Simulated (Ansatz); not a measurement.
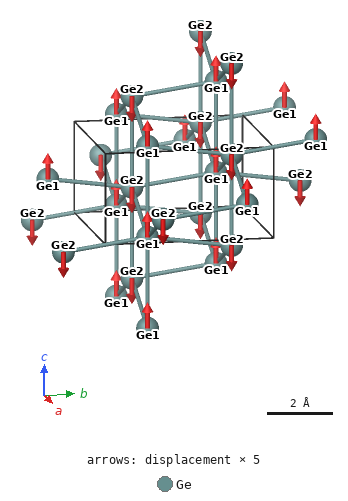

A relaxation of a crystal of Ge (set up in Imma). The starting structure is drawn; red arrows show the displacements (the part carried along by the change of the cell is left out), magnified 5 times.

Style: ball-and-stick. Shown: the conventional cell (2 times the calculation's cell), slightly off an axis. Lengths and directions refer to the drawn axes.

The run lets cell and atoms move.

All numbers below come from Ansatz 0.2.0, Kohn-Sham DFT of a periodic cell, PBEsol, Ansatz PAW.

Input
```yaml
crystal:
  lattice:
    - [-2.495898, 2.650863, 1.436947]
    - [2.495898, -2.650863, 1.436947]
    - [2.495898, 2.650863, -1.436947]
  atoms:
    - { symbol: Ge, position: [0.314057, 0.064057, 0.25] }
    - { symbol: Ge, position: [0.685943, 0.935943, 0.75] }
hamiltonian:
  xc: pbesol
  pseudopotentials: { kind: paw }
kpoints:
  mp_grid: { grid: [11, 11, 11] }
scf:
  occupations: { method: fermi_dirac, width: 0.05 }
output:
  forces: true
  stress: true
  eigenvalues: true
relax:
  f_tol: 0.01
  max_steps: 40
  cell: { stress_tol: 0.05, p_target: 10.0 }
```

Launched with:
```bash
ansatz run input.yaml --threads 2 --pin off --max-ram 5632MiB --backend cpu --events-out ev --progress --plain --runs-dir out
```

Describe the change and its energy.

The largest moves relative to the cell, 0.16 Å, are those of Ge1 and Ge2. Ge2 goes along −c. The drawn cell changes as follows: a 4.992 → 4.970 Å (−0.4 %), b 5.302 → 4.969 Å (−6.3 %), c 2.874 → 2.690 Å (−6.4 %); the volume changes by −12.7 %. Among the contacts that change: Ge1–Ge1 2.874 → 2.690 Å, Ge1–Ge2 2.715 → 2.574 Å, Ge1–Ge2 (another image) 2.676 → 2.574 Å. Among the angles between lasting bonds that change: Ge2–Ge1–Ge2 133.6° → 149.7°, Ge2–Ge1–Ge2 164.2° → 149.7°, Ge1–Ge1–Ge2 113.2° → 105.1°. The space group (tolerance 0.01 Å) goes from Imma (No. 74) to I4_1/amd (No. 141). The energy rises by 72.4 meV per cell of the calculation in 7 accepted moves (8 points after the start). With the target pressure of 10 GPa, the enthalpy E + pV changes by −0.228 eV per cell of the calculation. The largest force component goes from 0.059 to under 0.0001 eV/Å. Pressure: −2.49 GPa at the start and 10.00 GPa at the end. The SCF was repeated once at an unchanged geometry on a basis and grid sized afresh for the cell, which shifted the energy by 1.1 meV per cell of the calculation at most.
